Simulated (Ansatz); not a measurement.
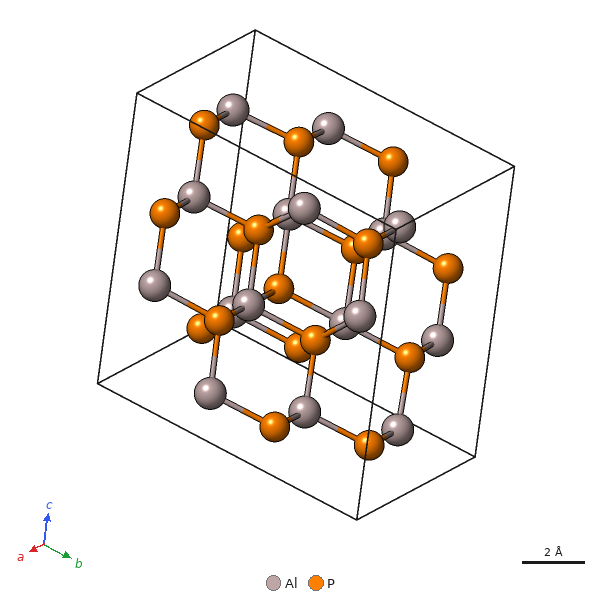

A ball-and-stick rendering, viewed slightly off an axis. Thin lines show the supercell, with boundary atoms drawn in all their periodic places. The host is AlP, in a cell of 32 sites, and the cell is neutral.

Describe the defect.

Answer. An interstitial phosphorus atom. It is bonded to four Al in a tetrahedral arrangement at about 2.4 Å.

Computational set-up: DFT PBE, scalar-relativistic, plane waves, PAW in Ansatz, a 420 eV plane-wave basis, Brillouin-zone sampling on a 2×2×2 mesh, Gaussian smearing of 0.01 eV, collinear spins.

Is a magnetic moment found?

Answer. Yes, 3.0 μB in the cell.

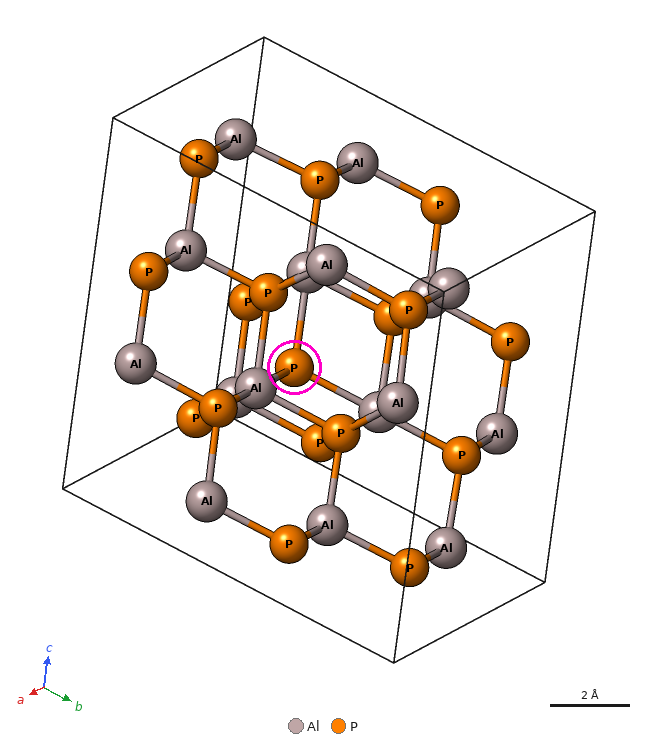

The same cell with a ring at the defect's site.

The atoms were relaxed in the host's cell with Ansatz 0.2.0, DFT PBE, scalar-relativistic, plane waves, PAW.
